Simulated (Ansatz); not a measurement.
**Run report: MoS, geometry relaxation**

MoS (2 atoms in the cell), computed with DFT PBEsol, scalar-relativistic, plane waves, PAW, no spin polarisation (Ansatz 0.2.0).

The structure was built on a prototype by a generator; it need not be a known phase. Figures and captions count atoms from 1; the log counts them from 0 in places.

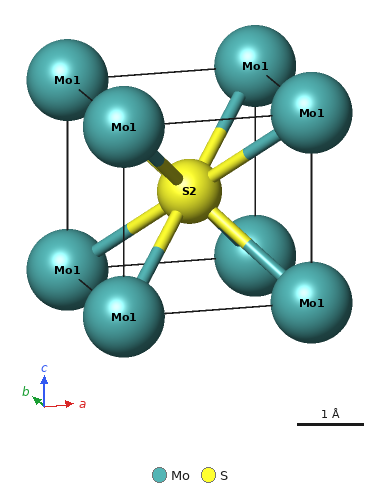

Fig. 1: The structure as given in the input (ball-and-stick view of the cell of the calculation, seen slightly off an axis; atoms are numbered from 1 in the order of the input). An atom can appear more than once, as a periodic image.

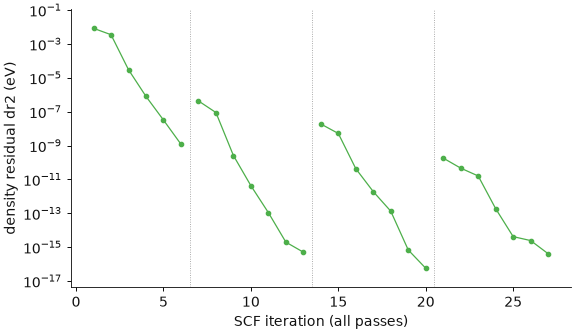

Fig. 2: Convergence of the self-consistent field: density residual dr2 against the SCF iteration. The dotted lines part the SCF passes of the relaxation: geometry steps, rejected trials and re-solves on a re-selected basis. The passes take 6, 7, 7 and 7 iterations.

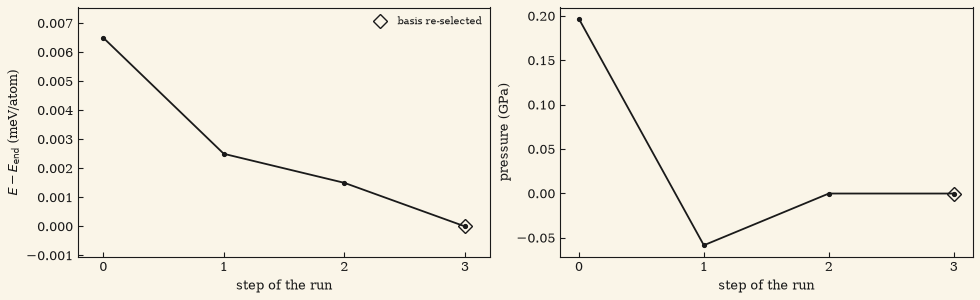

Fig. 3: Progress of the relaxation, step by step (the first geometry is step 0 here and step 1 in the log). The atoms keep their places relative to the cell (all moves are under 0.005 Å). After 2 geometry steps the energy has fallen by next to nothing (0.0 meV per atom). All forces vanish by symmetry, so only the cell relaxes. The pressure goes from 0.20 to 0.00 GPa. A last SCF at the same geometry on a re-selected plane-wave basis shifts the energy by next to nothing (0.0 meV per atom).

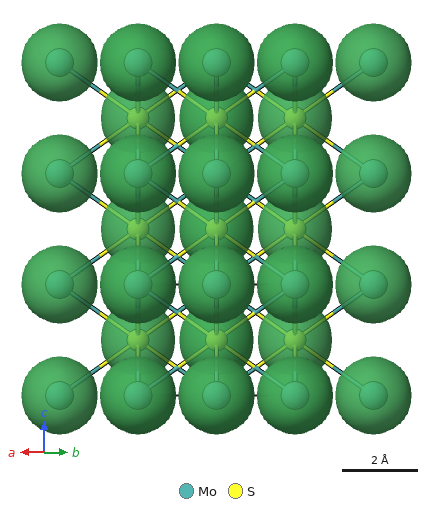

Fig. 4: Isosurface of the valence charge density (pseudo) at 0.6 e/Å³ (green), seen along [110]. Sticks mark near contacts. The outline is the cell set on symmetry axes. At this value the density breaks into separate islands; it holds about 70 % of the electrons treated as valence (semicore included). It is pinched off along the Mo–S (2.57 Å) contacts. On the grid the lowest density along these lines, outside the cores, is 0.42 e/Å³ (Mo–S, 2.57 Å). Core electrons are frozen (PAW), so the fields are smoothed inside the atomic spheres.

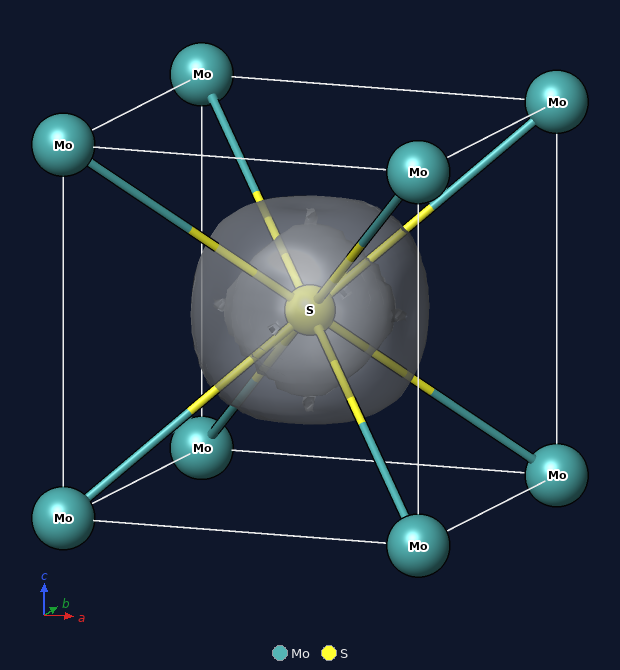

Fig. 5: Isosurface of the electron localisation function at 0.75 (grey), seen slightly off an axis. Only the valence region is drawn (cores and ρ < 0.01 e/Å³ removed). Sticks mark near contacts. The outline is the cell set on symmetry axes. Values along the shortest contacts: Mo–S (2.57 Å): the ELF is about 0.35 at the midpoint.

The input that produced these results follows, with the program's output.

**The input**
```yaml
crystal:
  lattice:
    - [2.9698356273, 0.0, 0.0]
    - [0.0, 2.9698356273, 0.0]
    - [0.0, 0.0, 2.9698356273]
  atoms:
    - { symbol: Mo, position: [0.0, 0.0, 0.0] }
    - { symbol: S, position: [0.5, 0.5, 0.5] }
basis:
  ecutwfc: 420
kpoints:
  mp_grid: { grid: [14, 14, 14] }
hamiltonian:
  xc: pbesol
scf:
  occupations: { method: gaussian, width: 0.1 }
output:
  forces: true
  stress: true
  eigenvalues: true
  write_density: true
  write_potential: true
  elf: true
  volumetric_format: npy
relax:
  adjacent_minimum: "off"
  f_tol: 0.01
  max_steps: 80
  cell: { stress_tol: 0.05 }
```

Run as:
```bash
ansatz run input.yaml --threads 1 --pin off --max-ram 2560MiB --backend cpu --events-out ev --progress --plain --runs-dir out
```

**The program's output**
```
Engine: ansatz 0.2.0, aarch64-unknown-linux-gnu
Pseudopotentials: kind: paw
Pseudopotential: Mo, paw, valence charge 14, recommended cutoff 420 eV (normal), Mo.paw.azcp
Pseudopotential: S, paw, valence charge 6, recommended cutoff 420 eV (normal), S.paw.azcp
Functional definition: PBEsol
  exchange = pbesol_x
  correlation = pbesol_c
Crystal: 2 atoms, lattice volume = 26.194 Å³
Basis set: ecut = 420 eV, 485 PW (Γ), exchange–correlation on 40×40×40 points (8 copies of the dense FFT grid, shifted against one another)
Bands: 14, of which v1, the nominal top of the filled ones, is band 10 counted from 1 (9 counted from 0)
Symmetry: 48 space group operations
Space group: Pm-3m (ITA 221), of the structure as read, at distance tolerance 3.0e-5 Å
k-points: 120 of 2744
Non-local potential: Mo, projectors of the file, l = 0: 3, l = 1: 2, l = 2: 2, l = 3: 1
Non-local potential: S, projectors of the file, l = 0: 2, l = 1: 2, l = 2: 2
PAW form: soft (Blöchl's): semilocal exchange-correlation on the pseudo side does not see the compensation charge
PAW frozen core: Mo, regenerated for the run's functional, and the local potential with it (the file was generated under x = pbe(κ = 0.804, μ = 0.2195149727645171), c = pbe(β = 0.06672455060314922))
PAW frozen core: S, regenerated for the run's functional, and the local potential with it (the file was generated under x = pbe(κ = 0.804, μ = 0.2195149727645171), c = pbe(β = 0.06672455060314922))
PAW one-centre angular grid: Mo, 590 points (default); XC on 64 Gauss nodes
PAW one-centre angular grid: S, 110 points (default); XC on 64 Gauss nodes
Initial density: superposition of atomic densities (neutral atoms: chi_scale 0, normalization atom), corrected by the library's trained network
Initial wavefunctions: pseudopotential atomic-orbital guess
Functional: x = pbesol(κ = 0.804, μ = 0.12345679012345678), c = pbesol(β = 0.046)
SCF iter   1: F=—  HF=-5783.037832 eV  |F-HF|=—  |Δ(HF+E_count)|=         —  Δρ=7.63e-3  dr2=8.45e-3  ethr=1.77e-3  ⟨swp⟩=5.1  Hψ=9269  notcnv=0
preconditioner: auto → none  [metal: Δε(μ)=0.014 eV  Ē_g=9.188 eV  σ=0.100 eV  W_gap=0.08  n_scr=6 (ndim 8)  ℏωp=25.1 eV  f_vac=0.000  D(μ)=1.40/eV (n_scr^D=18)  sad-step TF]
SCF iter   2: F=—  HF=-5783.036169 eV  |F-HF|=—  |Δ(HF+E_count)|=   1.66e-3  Δρ=4.40e-3  dr2=3.54e-3  ethr=4.22e-5  ⟨swp⟩=1.1  Hψ=2698  notcnv=0
SCF iter   3: F=—  HF=-5783.035409 eV  |F-HF|=—  |Δ(HF+E_count)|=   7.60e-4  Δρ=4.61e-4  dr2=3.04e-5  ethr=1.77e-5  ⟨swp⟩=2.0  Hψ=2182  notcnv=0
SCF iter   4: F=—  HF=-5783.035524 eV  |F-HF|=—  |Δ(HF+E_count)|=   1.15e-4  Δρ=8.43e-5  dr2=8.05e-7  ethr=1.52e-7  ⟨swp⟩=2.2  Hψ=2691  notcnv=0
iter 5 did not close the SCF: its close was put off for the readings that it lacked (scf_convergence_deferred on its scf_iter line)
SCF iter   5: F=-5783.035525 eV  HF=-5783.035525 eV  |F-HF|=2.35e-8  |Δ(HF+E_count)|=   8.08e-7  Δρ=1.11e-5  dr2=3.24e-8  ethr=4.03e-9  ⟨swp⟩=2.1  Hψ=2071  notcnv=0
SCF iter   6: F=-5783.035525 eV  HF=-5783.035525 eV  |F-HF|=9.62e-10  |Δ(HF+E_count)|=   4.44e-9  Δρ=2.43e-6  dr2=1.21e-9  ethr=1.62e-10  ⟨swp⟩=5.6  Hψ=8842  notcnv=0
SCF 1 converged in 6 iterations: F = -5783.035525 eV  dr2 = 1.21e-9
  greatest PAW one-centre occupation: 0.999 electrons in one spin orbital (limit 2), on the Mo atom at site 0 (counted from 0), in its partial waves of l = 0
relax step   1: F+E_penalty+E_count = -5783.03552525 eV  Δ(F+E_penalty+E_count) = +0.000e0 eV  max|allowed force component| = 1.775e-30 eV/Å  Δτ_max = 0.0000 Å  P = +0.197 GPa  Ω = 26.194 Å³  (6 SCF iters, dr2 threshold 1.00e-7 eV, accepted)
Crystal: 2 atoms, lattice volume = 26.221 Å³
Initial density: handed on by an earlier stage of this run
Initial wavefunctions: those handed on with the density
iter 1 solved again at ethr=2.43e-9 eV; its pass at ethr=3.10e-3 eV (dr2=4.86e-7 eV) is discarded
SCF iter   1: F=—  HF=-5783.035413 eV  |F-HF|=—  |Δ(HF+E_count)|=         —  Δρ=4.81e-5  dr2=4.35e-7  ethr=2.43e-9  ⟨swp⟩=2.0  Hψ=10309  notcnv=0
preconditioner: auto → none  [metal: Δε(μ)=0.007 eV  Ē_g=9.178 eV  σ=0.100 eV  W_gap=0.04  n_scr=6 (ndim 8)  ℏωp=25.1 eV  f_vac=0.000  D(μ)=1.42/eV (n_scr^D=18)]
SCF iter   2: F=—  HF=-5783.035533 eV  |F-HF|=—  |Δ(HF+E_count)|=   1.20e-4  Δρ=2.37e-5  dr2=8.97e-8  ethr=4.84e-10  ⟨swp⟩=6.0  Hψ=9126  notcnv=0
iter 3 did not close the SCF: its close was put off for the readings that it lacked (scf_convergence_deferred on its scf_iter line)
SCF iter   3: F=-5783.035533 eV  HF=-5783.035533 eV  |F-HF|=1.01e-10  |Δ(HF+E_count)|=   5.74e-9  Δρ=1.23e-6  dr2=2.60e-10  ethr=4.49e-10  ⟨swp⟩=2.0  Hψ=2193  notcnv=0
iter 4 did not close the SCF: its close was put off for the readings that it lacked (scf_convergence_deferred on its scf_iter line)
SCF iter   4: F=-5783.035533 eV  HF=-5783.035533 eV  |F-HF|=3.64e-12  |Δ(HF+E_count)|=  2.64e-11  Δρ=2.47e-7  dr2=4.29e-12  ethr=1.30e-12  ⟨swp⟩=2.1  Hψ=2733  notcnv=0
iter 5 did not close the SCF: its close was put off for the readings that it lacked (scf_convergence_deferred on its scf_iter line)
SCF iter   5: F=-5783.035533 eV  HF=-5783.035533 eV  |F-HF|=1.82e-12  |Δ(HF+E_count)|=  1.82e-12  Δρ=3.18e-8  dr2=1.10e-13  ethr=1.00e-12  ⟨swp⟩=1.0  Hψ=1680  notcnv=0
iter 6 did not close the SCF: its close was put off for the readings that it lacked (scf_convergence_deferred on its scf_iter line)
SCF iter   6: F=-5783.035533 eV  HF=-5783.035533 eV  |F-HF|=9.09e-13  |Δ(HF+E_count)|=  1.82e-12  Δρ=5.44e-9  dr2=1.99e-15  ethr=1.00e-12  ⟨swp⟩=1.0  Hψ=1680  notcnv=0
SCF iter   7: F=-5783.035533 eV  HF=-5783.035533 eV  |F-HF|=0.00e0  |Δ(HF+E_count)|=  9.09e-13  Δρ=2.10e-9  dr2=5.09e-16  ethr=1.00e-12  ⟨swp⟩=2.1  Hψ=5039  notcnv=0
SCF 2 converged in 7 iterations: F = -5783.035533 eV  dr2 = 5.09e-16
relax step   2: F+E_penalty+E_count = -5783.03553291 eV  Δ(F+E_penalty+E_count) = -7.657e-6 eV  max|allowed force component| = 1.906e-30 eV/Å  Δτ_max = 0.0000 Å  P = -0.058 GPa  Ω = 26.221 Å³  energy of the carried Pulay correction = -4.321e-6 eV  (7 SCF iters, accepted)
Crystal: 2 atoms, lattice volume = 26.215 Å³
iter 1 solved again at ethr=1.11e-10 eV; its pass at ethr=3.10e-3 eV (dr2=2.22e-8 eV) is discarded
SCF iter   1: F=—  HF=-5783.035415 eV  |F-HF|=—  |Δ(HF+E_count)|=         —  Δρ=1.05e-5  dr2=1.89e-8  ethr=1.11e-10  ⟨swp⟩=2.1  Hψ=10345  notcnv=0
preconditioner: auto → none  [metal: Δε(μ)=0.008 eV  Ē_g=9.181 eV  σ=0.100 eV  W_gap=0.04  n_scr=6 (ndim 8)  ℏωp=25.1 eV  f_vac=0.000  D(μ)=1.42/eV (n_scr^D=18)]
SCF iter   2: F=—  HF=-5783.035535 eV  |F-HF|=—  |Δ(HF+E_count)|=   1.20e-4  Δρ=5.70e-6  dr2=5.21e-9  ethr=4.26e-11  ⟨swp⟩=5.2  Hψ=8617  notcnv=0
iter 3 did not close the SCF: its close was put off for the readings that it lacked (scf_convergence_deferred on its scf_iter line)
SCF iter   3: F=-5783.035535 eV  HF=-5783.035535 eV  |F-HF|=1.82e-11  |Δ(HF+E_count)|=  2.10e-10  Δρ=5.57e-7  dr2=4.33e-11  ethr=2.60e-11  ⟨swp⟩=2.2  Hψ=2206  notcnv=0
iter 4 did not close the SCF: its close was put off for the readings that it lacked (scf_convergence_deferred on its scf_iter line)
SCF iter   4: F=-5783.035535 eV  HF=-5783.035535 eV  |F-HF|=0.00e0  |Δ(HF+E_count)|=  9.09e-13  Δρ=1.48e-7  dr2=1.91e-12  ethr=1.00e-12  ⟨swp⟩=1.2  Hψ=1720  notcnv=0
iter 5 did not close the SCF: its close was put off for the readings that it lacked (scf_convergence_deferred on its scf_iter line)
SCF iter   5: F=-5783.035535 eV  HF=-5783.035535 eV  |F-HF|=0.00e0  |Δ(HF+E_count)|=  9.09e-13  Δρ=3.50e-8  dr2=1.34e-13  ethr=1.00e-12  ⟨swp⟩=1.0  Hψ=1680  notcnv=0
iter 6 did not close the SCF: its close was put off for the readings that it lacked (scf_convergence_deferred on its scf_iter line)
SCF iter   6: F=-5783.035535 eV  HF=-5783.035535 eV  |F-HF|=0.00e0  |Δ(HF+E_count)|=  9.09e-13  Δρ=2.14e-9  dr2=6.85e-16  ethr=1.00e-12  ⟨swp⟩=1.0  Hψ=1680  notcnv=0
SCF iter   7: F=-5783.035535 eV  HF=-5783.035535 eV  |F-HF|=9.09e-13  |Δ(HF+E_count)|=  9.09e-13  Δρ=6.38e-10  dr2=5.71e-17  ethr=1.00e-12  ⟨swp⟩=2.0  Hψ=4947  notcnv=0
SCF 3 converged in 7 iterations: F = -5783.035535 eV  dr2 = 5.71e-17
relax step   3: F+E_penalty+E_count = -5783.03553506 eV  Δ(F+E_penalty+E_count) = -2.148e-6 eV  max|allowed force component| = 5.916e-31 eV/Å  Δτ_max = 0.0000 Å  P = -0.000 GPa  Ω = 26.215 Å³  energy of the carried Pulay correction = -3.332e-6 eV  (7 SCF iters, accepted)
Initial wavefunctions: pseudopotential atomic-orbital guess (no wavefunctions were taken with the density)
iter 1 solved again at ethr=5.73e-8 eV; its pass at ethr=3.10e-3 eV (dr2=1.15e-5 eV) is discarded
SCF iter   1: F=—  HF=-5783.035418 eV  |F-HF|=—  |Δ(HF+E_count)|=         —  Δρ=1.51e-6  dr2=1.83e-10  ethr=5.73e-8  ⟨swp⟩=3.1  Hψ=14048  notcnv=0
eigensolver tolerance schedule: the retry pair's looser diagonalisation over-reported the residual by 62645.00 of it (diagonalisation noise at an unbounded share of the residual, at the tolerance the schedule requests for it); recorded, not acted on — ethr = c·dr2/N_el stays at c = 1.0e-1
SCF iter   2: F=—  HF=-5783.035538 eV  |F-HF|=—  |Δ(HF+E_count)|=   1.21e-4  Δρ=7.01e-7  dr2=4.67e-11  ethr=1.00e-12  ⟨swp⟩=3.2  Hψ=3867  notcnv=0
iter 3 did not close the SCF: its close was put off for the readings that it lacked (scf_convergence_deferred on its scf_iter line)
SCF iter   3: F=-5783.035538 eV  HF=-5783.035538 eV  |F-HF|=1.82e-12  |Δ(HF+E_count)|=  1.82e-12  Δρ=4.52e-7  dr2=1.61e-11  ethr=1.00e-12  ⟨swp⟩=1.0  Hψ=1680  notcnv=0
iter 4 did not close the SCF: its close was put off for the readings that it lacked (scf_convergence_deferred on its scf_iter line)
SCF iter   4: F=-5783.035538 eV  HF=-5783.035538 eV  |F-HF|=1.82e-12  |Δ(HF+E_count)|=  3.64e-12  Δρ=5.98e-8  dr2=1.88e-13  ethr=1.00e-12  ⟨swp⟩=1.0  Hψ=1680  notcnv=0
iter 5 did not close the SCF: its close was put off for the readings that it lacked (scf_convergence_deferred on its scf_iter line)
SCF iter   5: F=-5783.035538 eV  HF=-5783.035538 eV  |F-HF|=1.82e-12  |Δ(HF+E_count)|=  3.64e-12  Δρ=7.70e-9  dr2=4.22e-15  ethr=1.00e-12  ⟨swp⟩=1.0  Hψ=1680  notcnv=0
iter 6 did not close the SCF: its close was put off for the readings that it lacked (scf_convergence_deferred on its scf_iter line)
SCF iter   6: F=-5783.035538 eV  HF=-5783.035538 eV  |F-HF|=0.00e0  |Δ(HF+E_count)|=  1.82e-12  Δρ=4.20e-9  dr2=2.46e-15  ethr=1.00e-12  ⟨swp⟩=1.0  Hψ=1680  notcnv=0
SCF iter   7: F=-5783.035538 eV  HF=-5783.035538 eV  |F-HF|=2.73e-12  |Δ(HF+E_count)|=  1.82e-12  Δρ=1.82e-9  dr2=4.12e-16  ethr=1.00e-12  ⟨swp⟩=2.0  Hψ=4387  notcnv=0
SCF 4 converged in 7 iterations: F = -5783.035538 eV  dr2 = 4.12e-16
relax step   4: F+E_penalty+E_count = -5783.03553833 eV  Δ(F+E_penalty+E_count) = -3.277e-6 eV  max|allowed force component| = 1.397e-30 eV/Å  Δτ_max = 0.0000 Å  P = -0.000 GPa  Ω = 26.215 Å³  stress off target by 8.10e-5 GPa  SCF on the basis re-selected at this cell (its energy is not comparable with the rows above)  (7 SCF iters)
basis re-selected at this cell: Δ(F+E_penalty+E_count) = -3.277e-6 eV, ΔP = -0.000 GPa vs the last step (what re-selecting the basis moved, of the pressure what is left beyond the Pulay correction that the steps carried, after the strain that the cell walked since its last selection, with what the two solves' SCF thresholds leave and, on support functions, any second-order correction that the steps lacked; it is no measure of the basis error at this ecutwfc). This SCF's stress stands 8.10e-5 GPa from its target on what of the cell is left free (relax.cell.stress_tol is 5.00e-2 GPa) and its largest allowed force component is 1.40e-30 eV/Å (relax.f_tol is 1.00e-2 eV/Å): within both
SCF converged after 7 iterations
Free energy (F): -5783.035538 eV
Harris-Foulkes:  -5783.035538 eV  (|F-HF|=2.73e-12)
Internal energy: -5783.028443 eV  (E = F + TS)
E sigma→0 (E₀):  -5783.031990 eV
Entropy (-TS):   -0.007096 eV (-3.548 meV/atom)
Fermi energy:    19.519067 eV
--- Per-component energies (eV) ---
  E_band       = -14.684352
  E_kinetic    = 555.798879
  E_local      = -888.545063  (includes V_loc(G=0)·N_el)
  E_nonlocal   = 173.983720
  E_hartree    = 307.398550
  E_xc         = -281.479823
  E_vxc        = -319.879668  (∫ρ·V_xc dr)
  E_paw        = -3728.548846  (= ΣΔE_a)
  E_vpaw       = -150.839371  (= ΣTr[D̂ρ^β])
  E_aug_tail   = 0.000050  (compensation charges beyond the density's cutoff)
  E_ewald      = -1921.907158
  E_core_change = 0.271249  (= ΣΔE_core)
  E_smearing   = -0.007096  (= −TS)
  E_closure    = 0.000000  (closes the sum)
  Σ components = -5783.035538   (vs F -5783.035538, Δ=0.00e0)
--- Forces (eV/Å), atoms counted from 1 ---
  atom   1  Mo    -0.00000000     0.00000000     0.00000000
  atom   2  S      0.00000000     0.00000000     0.00000000
  max |Σ_I F_I| component: 2.20e-30 eV/Å
--- Stress (GPa, compression-positive) ---
       -0.000081       0.000000       0.000000
        0.000000      -0.000081       0.000000
        0.000000       0.000000      -0.000081
  P = ⅓ Tr σ = -0.0001 GPa (-0.001 kbar)
--- Band table (eV; the first three rows and the last of 120) ---
  k-point 0: bands = ["-41.6028", "-15.5425", "-15.5425", "-15.5425", "2.4519", "15.1298", "15.1298", "17.1389", "17.1389", "17.1389", "20.3457", "20.3457", "20.3457", "24.2501"]
  k-point 1: bands = ["-41.6005", "-15.5700", "-15.5400", "-15.5400", "2.5317", "14.8672", "15.1793", "16.9807", "16.9807", "17.2214", "20.3707", "20.5354", "20.5354", "24.5489"]
  k-point 2: bands = ["-41.5940", "-15.6465", "-15.5329", "-15.5329", "2.7645", "14.1101", "15.3229", "16.6016", "16.6016", "17.5945", "20.4422", "21.0163", "21.0163", "25.2169"]
  k-point 119: bands = ["-41.4678", "-15.9033", "-15.9033", "-15.9033", "6.9683", "10.8996", "10.8996", "10.8996", "22.5997", "22.5997", "22.7479", "22.7479", "22.7479", "24.7399"]
--- Relaxed structure (3 steps of the walk, 3 accepted, 1 SCFs on fresh bases) ---
  F+E_penalty+E_count = -5783.03553833 eV   max|allowed force component| = 1.397e-30 eV/Å   (the final SCF, on the basis selected at the relaxed cell)
  cell:  # Å, volume = 26.2151 Å³
    - [2.970644482201446, -9.62964972193618e-35, -9.62964972193618e-35]
    - [-9.62964972193618e-35, 2.970644482201446, -3.209883240645393e-35]
    - [-9.62964972193618e-35, -3.209883240645393e-35, 2.970644482201446]
  atoms:
    - { symbol: Mo, position: [-3.0718996005205927e-49, -6.143799201041185e-49, 4.221986662673731e-38] }
    - { symbol: S, position: [0.5, 0.5, 0.5] }
```

**Trajectory as extended XYZ (Å, eV, eV/Å), 4 frames, from step=1 to step=4**
```
2
Lattice="2.9698 0.0000 0.0000 0.0000 2.9698 0.0000 0.0000 0.0000 2.9698" Properties=species:S:1:pos:R:3:forces:R:3 step=1 energy=-5783.03553 pressure_GPa=0.20
Mo    0.0000    0.0000    0.0000    0.0000   0.0000   0.0000
S     1.4849    1.4849    1.4849    0.0000   0.0000   0.0000
2
Lattice="2.9709 0.0000 0.0000 0.0000 2.9709 0.0000 0.0000 0.0000 2.9709" Properties=species:S:1:pos:R:3:forces:R:3 step=2 energy=-5783.03553 pressure_GPa=-0.06
Mo    0.0000    0.0000    0.0000    0.0000   0.0000   0.0000
S     1.4854    1.4854    1.4854    0.0000   0.0000   0.0000
2
Lattice="2.9706 0.0000 0.0000 0.0000 2.9706 0.0000 0.0000 0.0000 2.9706" Properties=species:S:1:pos:R:3:forces:R:3 step=3 energy=-5783.03553 pressure_GPa=-0.00
Mo    0.0000    0.0000    0.0000    0.0000   0.0000   0.0000
S     1.4853    1.4853    1.4853    0.0000   0.0000   0.0000
2
Lattice="2.9706 0.0000 0.0000 0.0000 2.9706 0.0000 0.0000 0.0000 2.9706" Properties=species:S:1:pos:R:3:forces:R:3 step=4 energy=-5783.03554 pressure_GPa=-0.00
Mo    0.0000    0.0000    0.0000    0.0000   0.0000   0.0000
S     1.4853    1.4853    1.4853    0.0000   0.0000   0.0000
```

**Summary**

- outcome: converged
- space group (tolerance 0.01 Å): Pm-3m (221)
- electrons treated: 20
- free energy: −5783.0355 eV
- Fermi energy: 19.519 eV
- gap on the k-point mesh: none (metallic)
- pressure: 0.00 GPa
- final volume: 26.22 Å³
- largest force (length of the vector) at the end: under 0.001 eV/Å
- final cell: a = 2.971 Å, b = 2.971 Å, c = 2.971 Å, α = 90.00°, β = 90.00°, γ = 90.00°
- hardware: 1 thread of Arm Neoverse V2, 24 GiB of memory available, shared host
- wall time: 9.5 s
- peak memory: 0.33 GiB
